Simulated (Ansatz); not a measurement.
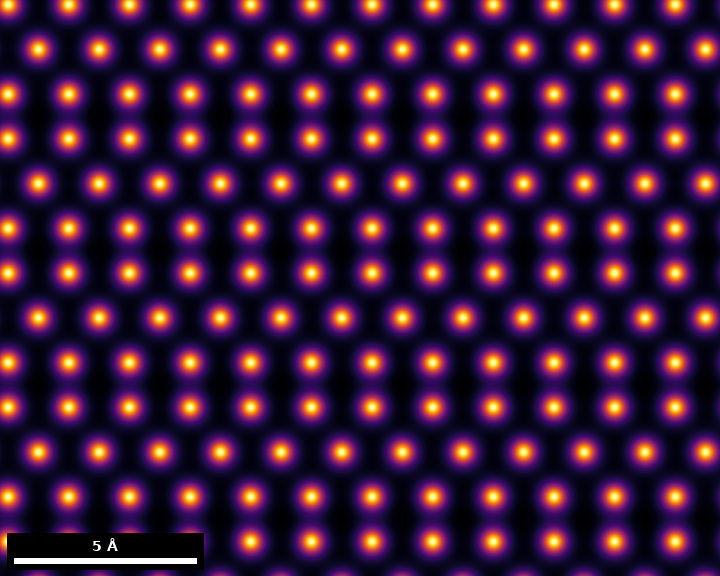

Map of the projected electrostatic potential of a crystal. Computed as the sum of neutral-atom potentials (tabulated electron scattering factors, B = 0.8 Å²) projected along the beam and smoothed by 0.25 Å; brighter is more positive.

**Measure the repeat of the pattern.**

The pattern repeats on a rectangular net of 1.7 × 3.7 Å.

**Which plane group does this projection have?**

p2mm: mirror lines in two perpendicular directions, with twofold points where they cross.

**How many columns does the smallest repeating cell hold, and how many levels of brightness?**

3 columns in the primitive cell of 6.1 Å², all of one brightness.

The crystal is Ru (P6/mmm, No. 191) seen along [102]. Model: a calculation's starting geometry; the starting structure was generated, so it need not be a known form of this composition.
